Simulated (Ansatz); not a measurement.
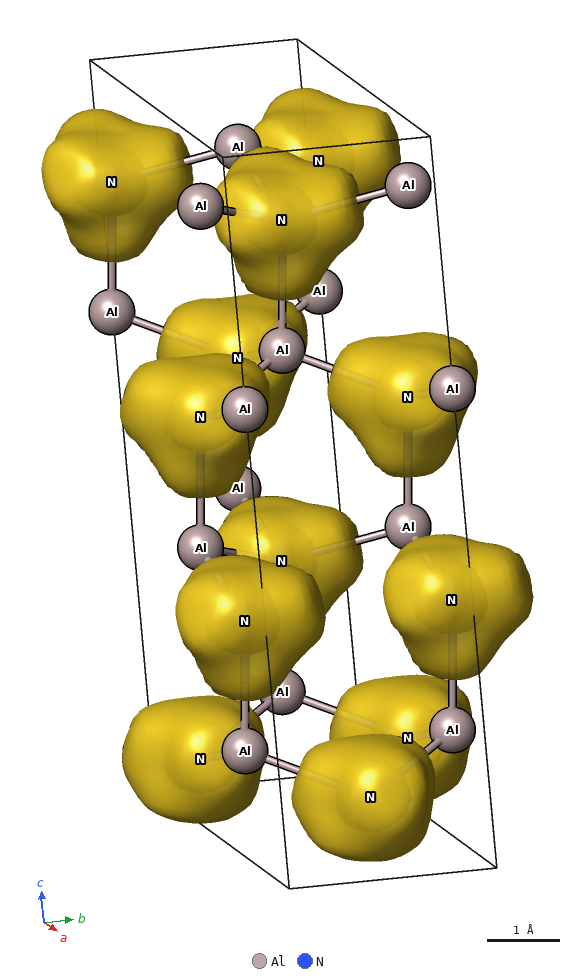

The picture shows: AlN. Isosurface of the electron localisation function at 0.75 (yellow), seen slightly off an axis. Only the valence region is drawn (cores and ρ < 0.01 e/Å³ removed). Sticks mark near contacts.

Space group Cm; not relaxed (largest force 1.4 eV/Å).

Method: DFT r2SCAN, scalar-relativistic, plane waves, PAW (Ansatz).

Core electrons are frozen (PAW), and the valence fields are smoothed inside the atomic spheres.

```cif
data_structure
_symmetry_space_group_name_H-M 'P 1'
_symmetry_Int_Tables_number 1
_cell_length_a 5.3809
_cell_length_b 3.1067
_cell_length_c 10.3139
_cell_angle_alpha 90.000
_cell_angle_beta 105.121
_cell_angle_gamma 90.000
_cell_volume 166.44
loop_
_atom_site_label
_atom_site_type_symbol
_atom_site_fract_x
_atom_site_fract_y
_atom_site_fract_z
_atom_site_occupancy
Al1 Al 0.78563 0.00000 0.90460 1
Al2 Al 0.28563 0.50000 0.90460 1
Al3 Al 0.53563 0.00000 0.40460 1
Al4 Al 0.03563 0.50000 0.40460 1
Al5 Al 0.74396 0.00000 0.15460 1
Al6 Al 0.24396 0.50000 0.15460 1
Al7 Al 0.99396 0.00000 0.65460 1
Al8 Al 0.49396 0.50000 0.65460 1
N1 N 0.38104 0.00000 0.09540 1
N2 N 0.88104 0.50000 0.09540 1
N3 N 0.63104 0.00000 0.59540 1
N4 N 0.13104 0.50000 0.59540 1
N5 N 0.83937 0.00000 0.34540 1
N6 N 0.33937 0.50000 0.34540 1
N7 N 0.08937 0.00000 0.84540 1
N8 N 0.58937 0.50000 0.84540 1
```

### Describe the localisation domains.

The ELF exceeds this value in eight regions on N in which the atom's valence shell and bonds are merged, counted in one cell of 16 atoms. Regions shared between cells count once.

Values along the shortest contacts:
Al–N (1.89 Å): the ELF peaks at about 0.90 in the valence shell of N, 0.8 Å from its nucleus, and is about 0.85 at the midpoint.
